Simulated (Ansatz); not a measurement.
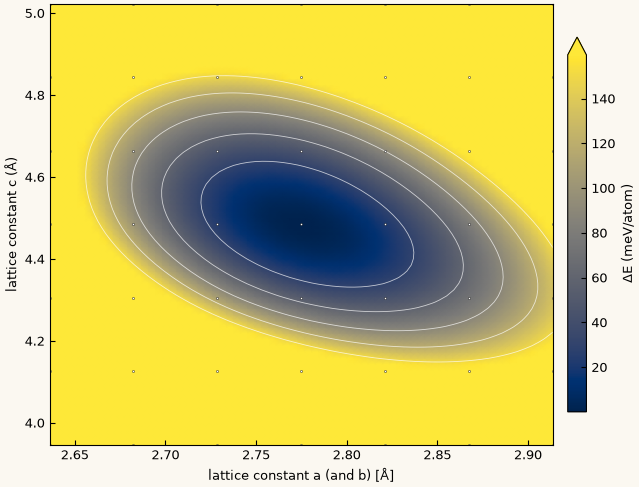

Re (P6_3/mmc, No. 194; 2 atoms in the cell). 
- The energy is mapped over the lattice constants a and c of the conventional cell.
- Coordinates scanned: (1) lattice constant a (and b); (2) lattice constant c.
- Nothing is relaxed (symmetry fixes all fractional coordinates).
- Grid: 7 × 7 points.
- Energies: meV/atom, counted from the lowest grid point.
- These are results of Ansatz, DFT PBE, scalar-relativistic, plane waves, PAW, not measurements. Settings: cutoff 420 eV, k-mesh 18×18×10 in the order of the run's cell vectors, gaussian smearing 0.15 eV, no spin polarisation.

Drawn: a smooth colour map with a few white contour lines, dots at the grid points, one colour for all values above the top of the scale. Between grid points the surface is interpolated.

> Estimate the position of the minimum and the force constants in these coordinates.

The interpolated minimum is at lattice constant a (and b) ≈ 2.775 Å, lattice constant c ≈ 4.484 Å. The curvatures there are about 42 eV/Å² and 6.1 eV/Å², with a cross term of about 6.5 eV/Å² (per cell of 2 atoms). Round the minimum the valley is somewhat tilted: raising lattice constant a (and b) shifts the best value of lattice constant c downwards (coupling k₁₂/√(k₁₁k₂₂) about 0.4).
